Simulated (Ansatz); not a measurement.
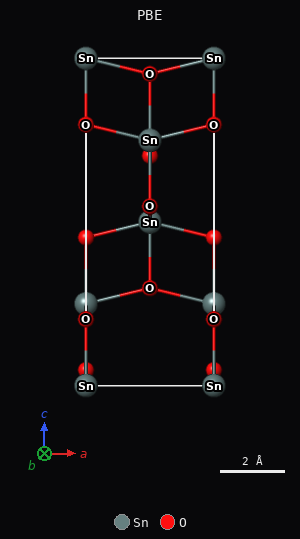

Crystalline SnO$_{2}$ (set up in I4_1/amd), relaxed (cell and atoms) with several functionals. The picture shows the result with PBE. A ball-and-stick model of the conventional cell (2 times the calculation's cell), seen along the b axis. Lengths and directions refer to the drawn axes.

Computed with Ansatz 0.2.0: Ansatz PAW. Set-up: plane-wave cutoff 420 eV; k-point mesh 9 × 9 × 9; occupations fermi-dirac; smearing width 0.05 eV; no spin polarisation; cell and atoms relaxed; force threshold 0.01 eV/Å.

| functional | volume (Å³/atom) | a (Å) | c (Å) |
| --- | --- | --- | --- |
| PBE | 14.180 | 4.052 | 10.363 |
| r2SCAN | 13.599 | 3.999 | 10.204 |
| PBEsol | ? | ? | ? |
| LDA | 13.386 | 3.972 | 10.180 |

Estimate the missing row from the others, and compare with the calculation.

With PBEsol the volume falls between r2SCAN (13.599) and PBE (14.180). The calculation gives 13.743 Å³/atom (a = 4.012 Å, c = 10.248 Å). In order of volume: LDA < r2SCAN < PBEsol < PBE; the spread is 5.9 %.
